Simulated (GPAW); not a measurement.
Consider BP (F-43m).

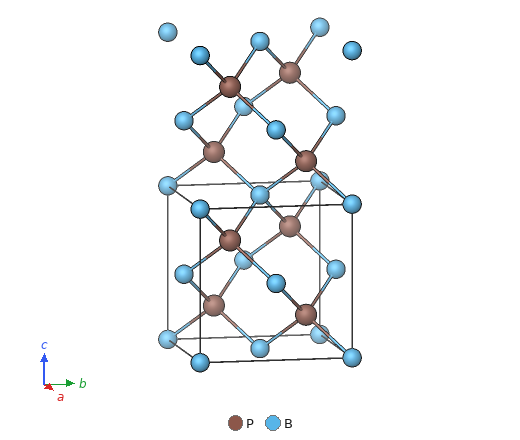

The structure (phosphorus brown, boron blue). Bonds to atoms that aren't drawn are left out. 1×1×2 conventional cells are drawn. Some periodic images of atoms are drawn too.

```cif
data_structure
_symmetry_space_group_name_H-M 'P 1'
_symmetry_Int_Tables_number 1
_cell_length_a 3.2089
_cell_length_b 3.2089
_cell_length_c 3.2089
_cell_angle_alpha 60.000
_cell_angle_beta 60.000
_cell_angle_gamma 60.000
_cell_volume 23.36
loop_
_atom_site_label
_atom_site_type_symbol
_atom_site_fract_x
_atom_site_fract_y
_atom_site_fract_z
_atom_site_occupancy
P1 P 0.75000 0.75000 0.75000 1
B2 B 0.00000 0.00000 0.00000 1
```

Absorber: atom 2, with 4 P at 1.97 Å (tetrahedral, site symmetry -43m). Method: GPAW, LDA, full core hole (charged cell), 12-atom cell with 5.6 Å between holes, 5×5×5 k points, dipole transitions, Gaussian full width 0.9 eV up to 4 eV, rising linearly to 3.5 eV at 25 eV.

**Question.** Predict the near-edge structure at the B K edge.

Main maxima up to 24 eV above the zero (height): 2.4 eV (1.84), 6.6 eV (1.40), 10.8 eV (1.02) and 15.9 eV (0.90). A K edge sees empty p states on the absorber. The total-energy difference plus the lowest empty eigenvalue puts the zero at 191.65 eV. One term is added: -5.56 eV, since the hole is spin-paired here and a spin-polarised one costs that much less in the free atom (computed apart). The photon energy is then 186.09 eV. The functional and the charged cell's background leave an error in such absolute values: in the free atom LDA prices this hole 2.2 eV below PBE (computed apart), and PBE is itself good to a few eV.

The B K spectrum (energy from the lowest empty level; intensity scaled to a mean of 1 over the first 20 eV):

| E (eV) | intensity |
| --- | --- |
| -2.0 | 0.00 |
| -0.5 | 0.01 |
| 1.0 | 0.97 |
| 2.5 | 1.83 |
| 4.0 | 1.47 |
| 5.5 | 1.25 |
| 7.0 | 1.36 |
| 8.5 | 1.14 |
| 10.0 | 0.98 |
| 11.5 | 0.97 |
| 13.0 | 0.65 |
| 14.5 | 0.66 |
| 16.0 | 0.90 |
| 17.5 | 0.63 |
| 19.0 | 0.52 |
| 20.5 | 0.52 |
| 22.0 | 0.48 |
| 23.5 | 0.42 |
| 25.0 | 0.46 |
| 26.5 | 0.56 |

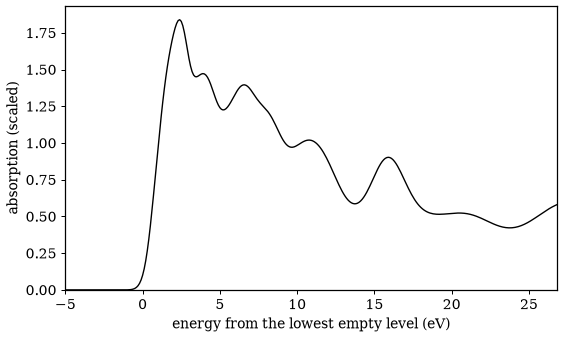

The B K edge.

The holes are only 5.6 Å apart, so the shape is probably not converged with cell size; no larger cell was run here. The mesh is coarse (0.27 Å⁻¹ between points), so small maxima may be mesh ripples. The structure is a published determination, not relaxed.

[Banner, clock and machine lines of the logs are left out without a mark of their own.]

[Logs are printed without paths, hosts, clocks, repeated set-up lines and the standing remarks that a program may print on its own settings, such as how far it seeks lower states.]

[Hosts, paths, dates, database ids (printed as entryN), source tags and the programs' standing remarks are cut or masked in the printed files.]

[Lists of maxima count a maximum above −3 eV only where it reaches 4 % of the highest in the window and stands out from its surroundings by 2 % of it (1.5 % where it reaches 55 %); shoulders and weaker maxima are passed over, and of the rest the first, up to two pre-edge ones and the few strongest are named.]
